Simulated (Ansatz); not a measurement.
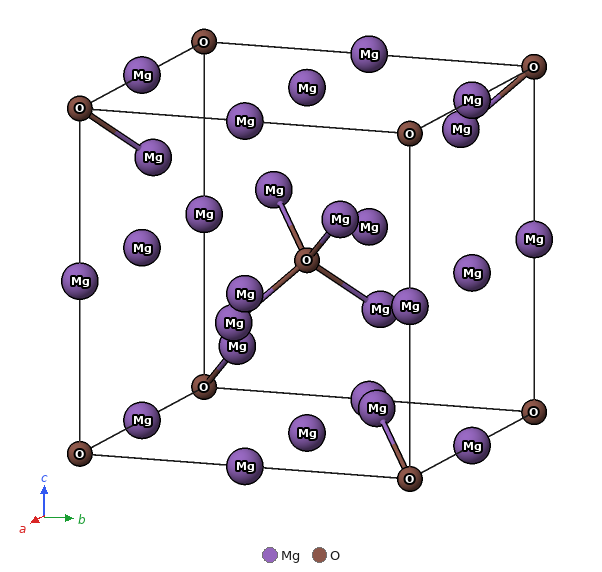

The image is a ball-and-stick drawing of a crystal, viewed slightly off an axis. The parallelepiped is the conventional unit cell. Cell: a = 7.20 Å, b = 7.20 Å, c = 7.20 Å, α = 90.00°, β = 90.00°, γ = 90.00°.

It goes back to a random cell made by a generator, so it need not be a real form of the compound. Earlier steps of the study, as a rule a relaxation of our own, may have changed the cell and positions, so they can lie some per cent off the listed ones. A calculation with Ansatz used it as input.

Q: Give a description of the structure.

A: Chemical formula Mg7O. Its lattice is body-centred cubic, its space group I-43m (No. 217). Counting shared atoms by their share gives 14 Mg, 2 O, or 16 atoms. The neighbours of O are four Mg in a tetrahedral arrangement at about 2.0 Å. Mg takes two kinds of site: 6b with no bonds drawn; 8c with one O at about 2.0 Å. The bonds build separate Mg4O groups; some Mg atoms get no bond from the drawing's distance rule.

Computational set-up: DFT PBE, scalar-relativistic, plane waves, PAW in Ansatz, plane waves up to 420 eV, k-points about 0.15 Å⁻¹ apart, Gaussian smearing of 0.1 eV, no spin polarisation.

Q: How large a gap does the method give, if there is one?

A: A metal: bands cross the Fermi level.

Q: What does a Bader analysis give?

A: Mg -0.49 to +0.83 e; O -1.86 e.

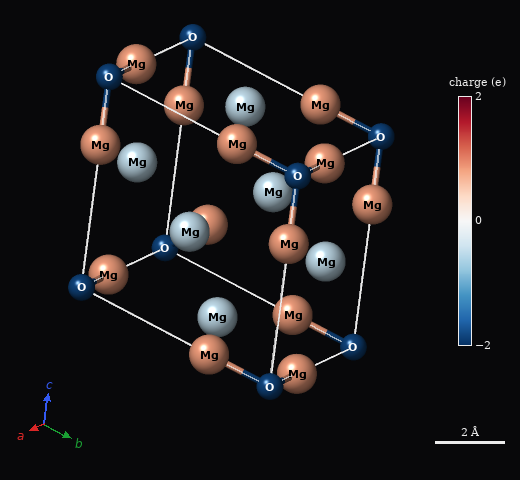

The atoms coloured by those charges. The run's cell of 8 atoms is drawn, so axes and origin can differ from the first picture.

Q: Is the structure in equilibrium?

A: Yes. All forces vanish to within 0.01 eV/Å. The pressure is 0.0 GPa, close to zero.
